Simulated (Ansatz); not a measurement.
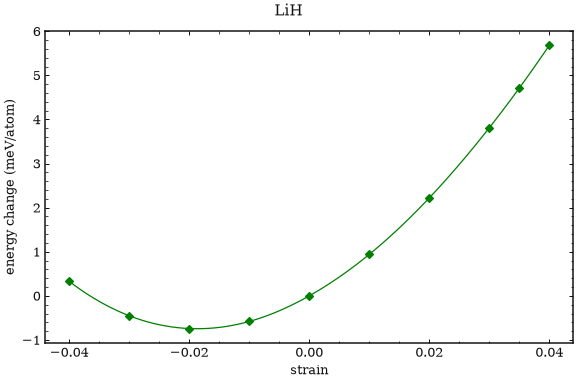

Plotted: energy change against strain for LiH, space group Fm-3m (No. 225).

The given structure:
```yaml
crystal:
  lattice:
    - [0.00000, 2.03250, 2.03250]
    - [2.03250, 0.00000, 2.03250]
    - [2.03250, 2.03250, 0.00000]
  atoms:
    - { symbol: Li, position: [0.00000, 0.00000, 0.00000] }
    - { symbol: H, position: [0.50000, 0.50000, 0.50000] }
```

How it was computed, with Ansatz 0.2.0: homogeneous strain of a crystal along one Voigt pattern with engineering shear, fractional coordinates fixed, by plane-wave density functional theory with PAW datasets, free energies less that of the undisturbed cell, pressure positive in compression; scalar-relativistic. Level: PBE, no spin polarisation.

wave cutoff 420 eV; k mesh 10×10×10; occupations Gaussian; smearing width 0.05 eV; k shift (0, 0, 0) (mesh steps); start as given; strain pattern (0, 1, 0, 0, 0, 0) (xx yy zz yz xz xy with engineering shear).

From this curve and the settings, what does the calculation give for the tensile stress summed over the strain pattern, pressure and gap on the k mesh at the same points?

The tensile stress summed over the strain pattern rises from −1.982 GPa at strain −0.040 to 3.810 GPa at 0.040, and changes sign near −0.019. The pressure falls from 0.022 GPa at strain −0.040 to −2.527 GPa at 0.040. The gap on the k mesh stays open and runs from 2.603 eV at strain −0.040 to 2.625 eV at 0.040, with its largest value, 3.015 eV, at 0.000.

```json
{"strain": "-0.040", "tensile stress summed over the strain pattern (GPa)": "-1.982", "pressure (GPa)": "0.022", "gap on the k mesh (eV)": "2.603"}
{"strain": "-0.030", "tensile stress summed over the strain pattern (GPa)": "-1.003", "pressure (GPa)": "-0.392", "gap on the k mesh (eV)": "2.708"}
{"strain": "-0.020", "tensile stress summed over the strain pattern (GPa)": "-0.107", "pressure (GPa)": "-0.776", "gap on the k mesh (eV)": "2.812"}
{"strain": "-0.010", "tensile stress summed over the strain pattern (GPa)": "0.712", "pressure (GPa)": "-1.130", "gap on the k mesh (eV)": "2.914"}
{"strain": "0.000", "tensile stress summed over the strain pattern (GPa)": "1.458", "pressure (GPa)": "-1.458", "gap on the k mesh (eV)": "3.015"}
{"strain": "0.010", "tensile stress summed over the strain pattern (GPa)": "2.137", "pressure (GPa)": "-1.760", "gap on the k mesh (eV)": "2.912"}
{"strain": "0.020", "tensile stress summed over the strain pattern (GPa)": "2.752", "pressure (GPa)": "-2.038", "gap on the k mesh (eV)": "2.813"}
{"strain": "0.030", "tensile stress summed over the strain pattern (GPa)": "3.309", "pressure (GPa)": "-2.293", "gap on the k mesh (eV)": "2.717"}
{"strain": "0.035", "tensile stress summed over the strain pattern (GPa)": "3.566", "pressure (GPa)": "-2.413", "gap on the k mesh (eV)": "2.670"}
{"strain": "0.040", "tensile stress summed over the strain pattern (GPa)": "3.810", "pressure (GPa)": "-2.527", "gap on the k mesh (eV)": "2.625"}
```

Caveats: reference crystal is not relaxed.
